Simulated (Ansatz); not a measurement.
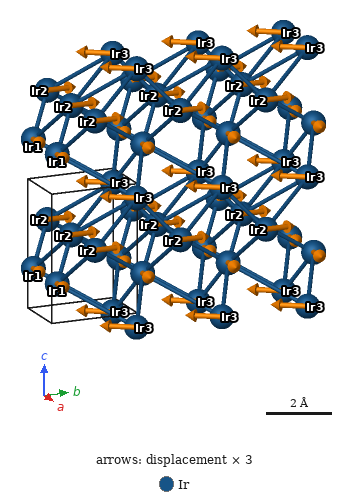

A relaxation of a crystal of Ir (built on the trigonal selenium_152 type) (coarse preliminary run). The starting structure is drawn; orange arrows show the displacements (the part carried along by the change of the cell is left out), 3 times their true length.

A ball-and-stick model of the cell of the calculation, repeated 2 × 3 × 2 with one cell outlined, seen slightly off an axis.

Case: trigonal selenium type (P3_121, No. 152).

Level of theory: DFT PBE, scalar-relativistic, plane waves, PAW in Ansatz 0.2.0.

Input
```yaml
crystal:
  lattice:
    - [3.5455382034, 0.0, 0.0]
    - [-1.7727691017, 3.0705261543, 0.0]
    - [0.0, 0.0, 4.0225317782]
  atoms:
    - { symbol: Ir, position: [0.2254, 0.0, 0.3333333333] }
    - { symbol: Ir, position: [0.0, 0.2254, 0.6666666667] }
    - { symbol: Ir, position: [0.7746, 0.7746, 0.0] }
basis:
  ecutwfc: 420
kpoints:
  mp_grid: { grid: [6, 6, 4] }
hamiltonian:
  xc: pbe
scf:
  occupations: { method: gaussian, width: 0.1 }
  lower_state_search: "off"
output:
  forces: true
  stress: true
  eigenvalues: true
relax:
  adjacent_minimum: "off"
  f_tol: 0.04
  max_steps: 70
  cell: { stress_tol: 0.4 }
```

What happened in the run?

Answer. The largest moves relative to the cell, 0.40 Å, are those of Ir1, Ir2 and Ir3. Ir3 goes along [−1 −1 0]. Cell: a = b 3.546 → 3.718 Å (+4.9 %), c 4.023 → 4.242 Å (+5.5 %). Volume +16.0 %. Among the contacts that change: Ir1–Ir2 1.927 → 2.570 Å, Ir1–Ir2 (another image) 2.790 → 2.571 Å. Among the angles between lasting bonds that change: Ir2–Ir1–Ir3 156.3° → 180.0°, Ir2–Ir1–Ir3 65.5° → 87.3°, Ir2–Ir1–Ir3 161.2° → 180.0°. The space group (tolerance 0.01 Å) goes from P3_121 (No. 152) to R-3m (No. 166). The energy falls by 12.439 eV per cell of the calculation in 5 accepted moves (7 points after the start). Largest force component: 29 eV/Å at the start, 0.002 eV/Å at the end. Pressure: 192.51 GPa at the start and 0.07 GPa at the end. The line search rejected the trial step at point 4 of the run. The SCF was repeated once at an unchanged geometry on a basis and grid sized afresh for the cell, which shifted the energy by 2.9 meV per cell of the calculation at most.

Limits of the set-up: the k-point mesh is coarse for a cell with partly filled bands.
